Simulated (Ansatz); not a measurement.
```xyz
3
Lattice="1.6590 2.8734 0.0000 0.0000 0.0000 -16.6581 -3.3179 0.0000 0.0000" Properties=species:S:1:pos:R:3 pbc="T T T"
W     0.0000    0.0000    0.0000
Se   -0.0707    1.8449  -14.9958
Se   -0.0707    1.8449   -1.6623
```

Space group Pm; a structure from a database of computed crystals, not necessarily the ambient phase; changed on purpose from its base cell (all Se atoms moved -0.100 Å, as atom 2 along Cartesian [1 1 0]); not relaxed (largest force 1.8 eV/Å).

Theory: DFT r2SCAN, scalar-relativistic, plane waves, PAW in Ansatz 0.2.0.

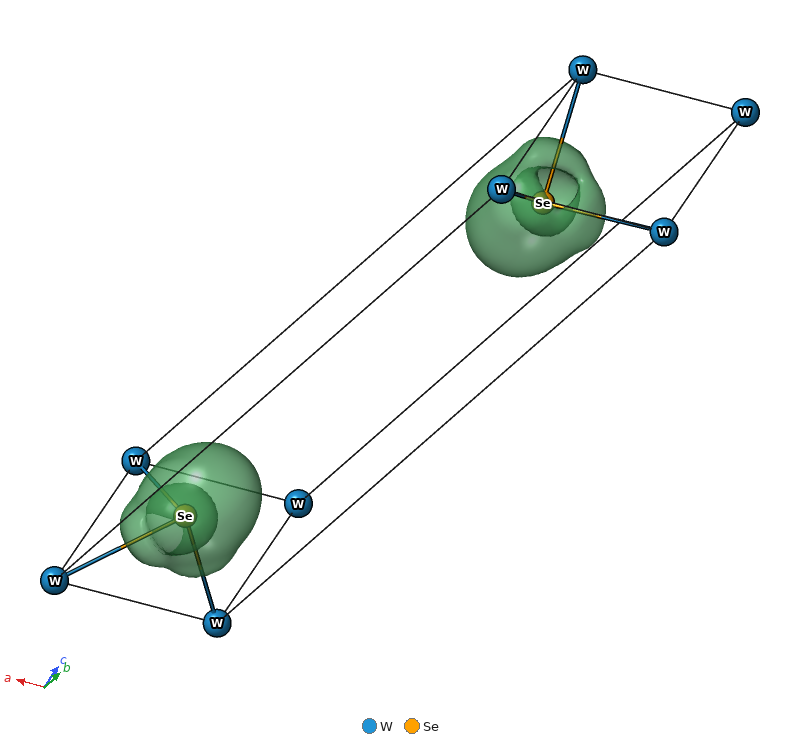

WSe2. Isosurface of the ELF at 0.7 (green), seen at an oblique angle. Only the valence region is drawn (cores and ρ < 0.01 e/Å³ removed). Sticks mark near contacts.

> Where are the electrons localised?

The surface consists of two regions wrapped around Se (the valence shell of each), counted in one cell of 3 atoms. Regions shared between cells count once. Along the contacts the grid gives the following. W–Se (2.48 Å): the ELF is about 0.55 at the midpoint. W–Se (2.61 Å): the ELF is about 0.55 at the midpoint.

> Does the calculation give a band gap?

It is gapped, with a Kohn–Sham gap of 1.6 eV on the k-point mesh, an upper bound to the gap of this method.
